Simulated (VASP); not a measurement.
**CaB₂: geometry relaxation (part 2 of 2)**

CaB₂ (P6/mmm, 3 atoms in the cell); Kohn-Sham DFT of a periodic cell, r2SCAN with D4, VASP PAW PBE potentials, recommended, no spin polarisation (VASP 6.6.1); cutoff 600 eV, 9×9×7 k-mesh, fermi-dirac of 0.05 eV. The structure derives from a Materials Project entry. It belongs to a series of runs on one base structure; here: dispersion = D4.

Geometry of the input (Å; fractional positions):
```
3.2264  0.0000  0.0000
-1.6132  2.7942  0.0000
0.0000  0.0000  4.0674
Ca 0.0000  0.0000  0.0000
B  0.6667  0.3333  0.5000
B  0.3333  0.6667  0.5000
```

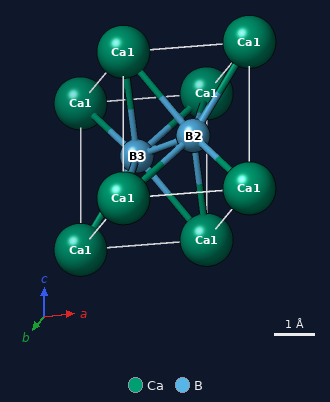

**Figure 1.** The geometry at step 1 of the log (ball-and-stick view of the cell of the calculation, seen at an oblique angle; atoms are numbered from 1 in the order of the input).

**Parts of OUTCAR, continued**
```
   VDW_S9         =  1.00000000  s9, scaling of the three-body dispersion
   VDW_RADIUS     = 31.75063494  two-body interaction cutoff (in Angstroms)
   VDW_CNRADIUS   = 15.87531747  CN, coordination number cutoff (in Angstroms)
   LEPSILON=     F    determine dielectric tensor
   LRPA    =     F    only Hartree local field effects (RPA)
 conjugate gradient relaxation of ions
 non-spin polarized calculation
  energy-cutoff  :      600.00
  volume of cell :       36.67
 maximum number of plane-waves:      1252
 NGX is ok and might be reduce to    28
   NGX = 13   NGY = 13   NGZ = 17

--------------------------------------- Ionic step        1  -------------------------------------------

 number of electron      16.0000001 magnetization

 Free energy of the ion-electron system (eV)
  ---------------------------------------------------
  ext. energy  EPLUGINS =         0.00000000
  ---------------------------------------------------
  free energy    TOTEN  =       -22.31137745 eV

  energy without entropy =      -22.30462674  energy(sigma->0) =      -22.30800209

------------------------ aborting loop because EDIFF is reached ----------------------------------------

  DFT-D4 for vdW energy calculation

  Edisp (eV):   -0.24838

  FORCE on cell =-STRESS in cart. coord.  units (eV):
  Direction    XX          YY          ZZ          XY          YZ          ZX
  --------------------------------------------------------------------------------------
  -------------------------------------------------------------------------------------
  Total      -0.27824    -0.27824    -0.12327    -0.00000     0.00000    -0.00000
  in kB     -12.15748   -12.15748    -5.38599    -0.00000     0.00000    -0.00000
  external pressure =       -9.90 kB  Pullay stress =        0.00 kB

 VOLUME and BASIS-vectors are now :
 -----------------------------------------------------------------------------
  energy-cutoff  :      600.00
  volume of cell :       36.67
      direct lattice vectors                 reciprocal lattice vectors
     3.226430284  0.000000000  0.000000000     0.309940061  0.178943978  0.000000000
    -1.613215142  2.794170590  0.000000000     0.000000000  0.357887956  0.000000000
     0.000000000  0.000000000  4.067392000     0.000000000  0.000000000  0.245857788

 POSITION                                       TOTAL-FORCE (eV/Angst)
 -----------------------------------------------------------------------------------
      0.00000      0.00000      0.00000         0.000000      0.000000      0.000000
      1.61322      0.93139      2.03370        -0.000000     -0.000000     -0.000000
     -0.00000      1.86278      2.03370         0.000000      0.000000      0.000000
 -----------------------------------------------------------------------------------
    total drift:                               -0.000000      0.000000      0.000000

  FREE ENERGIE OF THE ION-ELECTRON SYSTEM (eV)
  ---------------------------------------------------
  free  energy   TOTEN  =       -22.5597524869 eV

  energy  without entropy=      -22.5530017746  energy(sigma->0) =      -22.55637713

--------------------------------------- Ionic step        2  -------------------------------------------

 number of electron      16.0000000 magnetization

------------------------ aborting loop because EDIFF is reached ----------------------------------------

  DFT-D4 for vdW energy calculation

  Edisp (eV):   -0.25120

  FORCE on cell =-STRESS in cart. coord.  units (eV):
  Direction    XX          YY          ZZ          XY          YZ          ZX
  --------------------------------------------------------------------------------------
  -------------------------------------------------------------------------------------
  Total       0.09167     0.09167     0.08120     0.00000     0.00000     0.00000
  in kB       4.04937     4.04937     3.58679     0.00000     0.00000     0.00000
  external pressure =        3.90 kB  Pullay stress =        0.00 kB

 VOLUME and BASIS-vectors are now :
 -----------------------------------------------------------------------------
  energy-cutoff  :      600.00
  volume of cell :       36.27
      direct lattice vectors                 reciprocal lattice vectors
     3.211993971 -0.000000000 -0.000000000     0.311333087  0.179748242 -0.000000000
    -1.605996986  2.781668376  0.000000000     0.000000000  0.359496484 -0.000000000
     0.000000000  0.000000000  4.059329462     0.000000000 -0.000000000  0.246346105

 POSITION                                       TOTAL-FORCE (eV/Angst)
 -----------------------------------------------------------------------------------
      0.00000      0.00000      0.00000         0.000000     -0.000000      0.000000
      1.60600      0.92722      2.02966         0.000000     -0.000000     -0.000000
     -0.00000      1.85445      2.02966        -0.000000      0.000000      0.000000
 -----------------------------------------------------------------------------------
    total drift:                               -0.000000      0.000000      0.000000

  FREE ENERGIE OF THE ION-ELECTRON SYSTEM (eV)
  ---------------------------------------------------
  free  energy   TOTEN  =       -22.5606638230 eV

  energy  without entropy=      -22.5538900713  energy(sigma->0) =      -22.55727695

--------------------------------------- Ionic step        3  -------------------------------------------

 number of electron      16.0000000 magnetization

 Free energy of the ion-electron system (eV)
  ---------------------------------------------------
  ext. energy  EPLUGINS =         0.00000000
  ---------------------------------------------------
  free energy    TOTEN  =       -22.31031039 eV

  energy without entropy =      -22.30354493  energy(sigma->0) =      -22.30692766

 E-fermi :   4.7639     XC(G=0): -11.4544     alpha+bet :-14.3292

 val. band max:        4.7365406161   @ k =   0.3333   0.2222   0.4286
 cond. band min:       4.7870396473   @ k =   0.4444   0.1111   0.2857
 fundamental gap:      0.0504990311
 Fermi energy:         4.7639052129

 k-point     1 :       0.0000    0.0000    0.0000
  band No.  band energies     occupation
      1     -36.7495      2.00000
      2     -16.8620      2.00000
      3     -16.6705      2.00000
      4     -16.6705      2.00000
      5      -6.4310      2.00000
      6       2.7495      2.00000
      7       5.1527      0.00084
      8       5.1527      0.00084
      9       5.4762      0.00000
     10      10.5475      0.00000
     11      10.5476      0.00000
     12      11.4356      0.00000

 k-point     2 :       0.1111   -0.0000    0.0000
  band No.  band energies     occupation
      1     -36.7363      2.00000
      2     -16.8420      2.00000
      3     -16.7681      2.00000
      4     -16.6907      2.00000
      5      -6.2049      2.00000
      6       2.7703      2.00000
      7       4.2451      1.99994
      8       4.9089      0.10438
      9       5.7474      0.00000
     10       9.9115      0.00000
     11      10.4710      0.00000
     12      11.2971      0.00000

 k-point     3 :       0.2222   -0.0000    0.0000
  band No.  band energies     occupation
      1     -36.7025      2.00000
      2     -17.0070      2.00000
      3     -16.7913      2.00000
      4     -16.7413      2.00000
      5      -5.5526      2.00000
      6       2.3843      2.00000
      7       2.8532      2.00000
      8       4.3579      1.99940
      9       6.2827      0.00000
     10       9.2164      0.00000
     11      10.5450      0.00000
     12      10.8478      0.00000

 k-point     4 :       0.3333   -0.0000    0.0000
  band No.  band energies     occupation
      1     -36.6638      2.00000
      2     -17.2663      2.00000
      3     -16.7982      2.00000
      4     -16.7330      2.00000
      5      -4.5299      2.00000
      6       0.3883      2.00000
      7       3.0182      2.00000
      8       3.8249      2.00000
      9       6.2808      0.00000
     10       9.1102      0.00000
     11       9.8358      0.00000
     12      10.6382      0.00000

 k-point     5 :       0.4444   -0.0000    0.0000
  band No.  band energies     occupation
      1     -36.6384      2.00000
      2     -17.4294      2.00000
      3     -16.8349      2.00000
      4     -16.6946      2.00000
      5      -3.2136      2.00000
      6      -1.4444      2.00000
      7       3.1885      2.00000
      8       3.5178      2.00000
      9       6.0015      0.00000
     10       8.1738      0.00000
     11      10.4369      0.00000
     12      11.2575      0.00000

 [... the levels of 18 k-points are left out ...]

 k-point    24 :       0.3333    0.3333    0.1429
  band No.  band energies     occupation
      1     -36.6197      2.00000
      2     -17.2075      2.00000
      3     -17.2074      2.00000
      4     -16.6847      2.00000
      5      -1.6949      2.00000
      6      -1.6949      2.00000
      7       0.4322      2.00000
      8       4.6525      1.80560
      9       4.6525      1.80558
     10       9.3473      0.00000
     11       9.3473      0.00000
     12      11.6215      0.00000

 [... further k-points ...]

------------------------ aborting loop because EDIFF is reached ----------------------------------------

  DFT-D4 for vdW energy calculation

  Edisp (eV):   -0.25048

  FORCE on cell =-STRESS in cart. coord.  units (eV):
  Direction    XX          YY          ZZ          XY          YZ          ZX
  --------------------------------------------------------------------------------------
  -------------------------------------------------------------------------------------
  Total      -0.00329    -0.00329     0.02897    -0.00000    -0.00000     0.00000
  in kB      -0.14496    -0.14496     1.27630    -0.00000    -0.00000     0.00000
  external pressure =        0.33 kB  Pullay stress =        0.00 kB

 VOLUME and BASIS-vectors are now :
 -----------------------------------------------------------------------------
  energy-cutoff  :      600.00
  volume of cell :       36.37
      direct lattice vectors                 reciprocal lattice vectors
     3.215652921 -0.000000000 -0.000000000     0.310978835  0.179543714 -0.000000000
    -1.607826460  2.784837119  0.000000000     0.000000000  0.359087429 -0.000000000
     0.000000000  0.000000000  4.061372949     0.000000000 -0.000000000  0.246222155

 POSITION                                       TOTAL-FORCE (eV/Angst)
 -----------------------------------------------------------------------------------
      0.00000      0.00000      0.00000         0.000000     -0.000000     -0.000000
      1.60783      0.92828      2.03069        -0.000000      0.000000     -0.000000
     -0.00000      1.85656      2.03069         0.000000     -0.000000      0.000000
 -----------------------------------------------------------------------------------
    total drift:                               -0.000000      0.000000      0.000000

  FREE ENERGIE OF THE ION-ELECTRON SYSTEM (eV)
  ---------------------------------------------------
  free  energy   TOTEN  =       -22.5607878168 eV

  energy  without entropy=      -22.5540223602  energy(sigma->0) =      -22.55740509

 reached required accuracy - stopping structural energy minimisation
```

**CONTCAR**
```
CaB2
   1.00000000000000
     3.2156529210524685   -0.0000000000001929   -0.0000000000000000
    -1.6078264604765684    2.7848371193423551    0.0000000000000000
     0.0000000000000000    0.0000000000000000    4.0613729491460271
  Ca              B
     1     2
Direct
     0.0000000000000000    0.0000000000000000    0.0000000000000000
     0.6666666667000030    0.3333333332999970    0.5000000000000000
     0.3333333332999970    0.6666666667000030    0.5000000000000000

  0.00000000E+00  0.00000000E+00  0.00000000E+00
  0.00000000E+00  0.00000000E+00  0.00000000E+00
  0.00000000E+00  0.00000000E+00  0.00000000E+00
```

**Trajectory as extended XYZ (Å, eV, eV/Å), 3 frames, from step=0 to step=2**
```
3
Lattice="3.2264 0.0000 0.0000 -1.6132 2.7942 0.0000 0.0000 0.0000 4.0674" Properties=species:S:1:pos:R:3:forces:R:3 step=0 energy=-22.55975
Ca    0.0000    0.0000    0.0000    0.0000   0.0000   0.0000
B     1.6132    0.9314    2.0337    0.0000   0.0000   0.0000
B     0.0000    1.8628    2.0337    0.0000   0.0000   0.0000
3
Lattice="3.2120 -0.0000 -0.0000 -1.6060 2.7817 0.0000 0.0000 0.0000 4.0593" Properties=species:S:1:pos:R:3:forces:R:3 step=1 energy=-22.56066
Ca    0.0000    0.0000    0.0000    0.0000   0.0000   0.0000
B     1.6060    0.9272    2.0297    0.0000   0.0000   0.0000
B     0.0000    1.8544    2.0297    0.0000   0.0000   0.0000
3
Lattice="3.2157 -0.0000 -0.0000 -1.6078 2.7848 0.0000 0.0000 0.0000 4.0614" Properties=species:S:1:pos:R:3:forces:R:3 step=2 energy=-22.56079
Ca    0.0000    0.0000    0.0000    0.0000   0.0000   0.0000
B     1.6078    0.9283    2.0307    0.0000   0.0000   0.0000
B     0.0000    1.8566    2.0307    0.0000   0.0000   0.0000
```

**Key numbers**

```csv
quantity,value
outcome,converged
space group (tolerance 0.01 Å),P6/mmm (191)
electrons treated,16
free energy,−22.5608 eV
dispersion energy,−0.2505 eV
Fermi energy,4.764 eV
gap on the k-point mesh,none (metallic)
pressure,0.03 GPa
final volume,36.37 Å³
largest force (length of the vector) at the end,under 0.001 eV/Å
final cell,"a = 3.216 Å, b = 3.216 Å, c = 4.061 Å, α = 90.00°, β = 90.00°, γ = 120.00°"
hardware,"1 thread of AMD EPYC (Zen 5), 176 GiB of memory available, shared host"
wall time,2.6 min
peak memory,0.17 GiB
```
